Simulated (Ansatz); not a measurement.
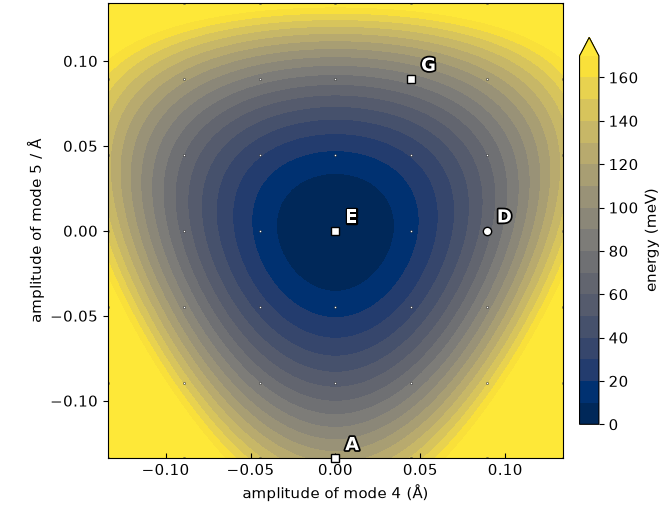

Be (P6_3/mmc, No. 194; 2 atoms in the cell). The energy is mapped over two normal modes frozen in (zone-centre modes of the 2-atom cell of this scan). The first coordinate is: amplitude of mode 4 (501 cm⁻¹), largest displacement; the second: amplitude of mode 5 (501 cm⁻¹), largest displacement. Nothing is relaxed (the cell and all other modes fixed). The grid has 7 × 7 points; 28 points were computed and 21 follow by symmetry. Points are written as (first, second). All energies are given in meV per cell relative to the lowest grid point. Computed with DFT LDA+D3(BJ), scalar-relativistic, plane waves, PAW in Ansatz. Settings: cutoff 520 eV, k-mesh 24×24×14 in the order of the run's cell vectors, gaussian smearing 0.15 eV, no spin polarisation.

Drawn: filled contours, dots at the grid points, one colour for all values above the top of the scale, lettered points. Between grid points the surface is interpolated.

Q: Is D the lowest point of the computed grid?

A: No. D lies 66 meV above the lowest grid point, which is at (0.000 Å, 0.000 Å).

Q: What kind of point is each of D, E, G: minimum, saddle, maximum or slope?

A: D: on a slope; E: minimum; G: on a slope. (In these two coordinates alone; a stationary point may lie a little off the grid point.)
